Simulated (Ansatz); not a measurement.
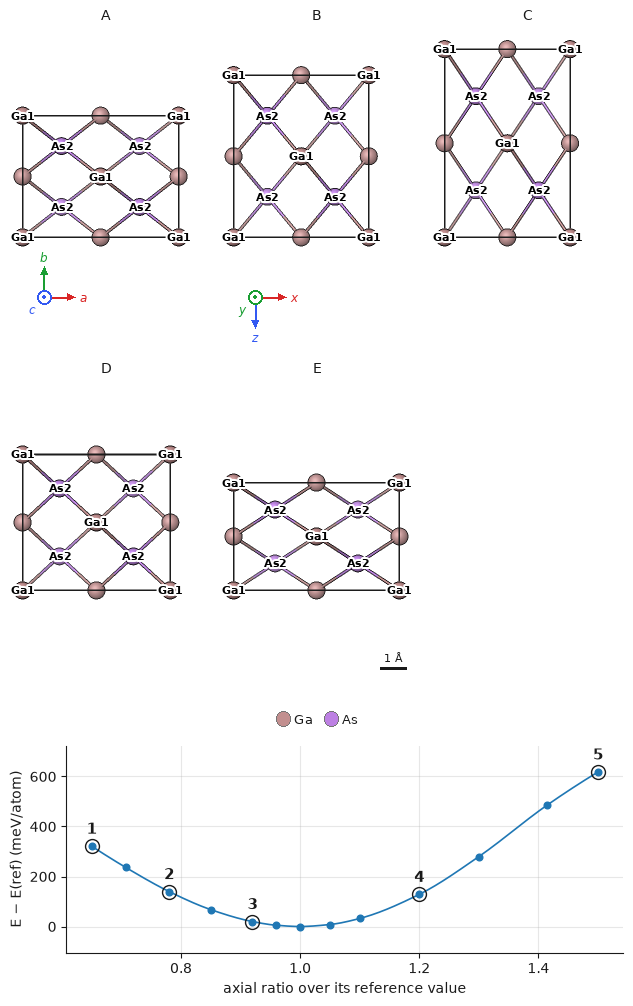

A crystal of GaAs (F-43m): the ratio of the cell's length along z to its lengths across, counted as 1 for the reference, is changed at fixed volume (a tetragonal or Bain path), with the atoms kept at their fractional coordinates. x, y and z are the Cartesian axes of the input. The frames are shuffled; the numbered points of the plot belong to them. The picture is a ball-and-stick view of the conventional cell (4 times the calculation's cell), seen along the c axis. Lengths and directions refer to the drawn axes.

Computed with Ansatz, DFT r2SCAN, scalar-relativistic, plane waves, PAW. (plane-wave cutoff 500 eV; k-point mesh 10 × 10 × 10; occupations gaussian; smearing width 0.05 eV; no spin polarisation). Energies (free energies at the smearing named) are counted from the cell as listed in its source, which wasn't relaxed.

> Which frame belongs to which numbered point?

Point 1 is frame E (the relative ratio 0.65, 321 meV/atom); 2 is frame A (the relative ratio 0.78, 140 meV/atom); 3 is frame D (the relative ratio 0.92, 20 meV/atom); 4 is frame B (the relative ratio 1.20, 129 meV/atom); 5 is frame C (the relative ratio 1.50, 618 meV/atom). Of the computed points the lowest is at the relative ratio 1.00, 0 meV/atom. At the ends of the scan the energy is 321 meV/atom (0.65) and 618 meV/atom (1.50). The distortion takes the space group from F-43m to I-4m2. At the relative ratio 1.50 the cell of the drawing goes a 5.654 → 4.939 Å, b 5.654 → 7.408 Å, c 5.654 → 4.939 Å. The band gap on the mesh, 1.02 eV in the reference, closes at 0.65, 0.707, 0.78, 1.30, 1.414, 1.50.
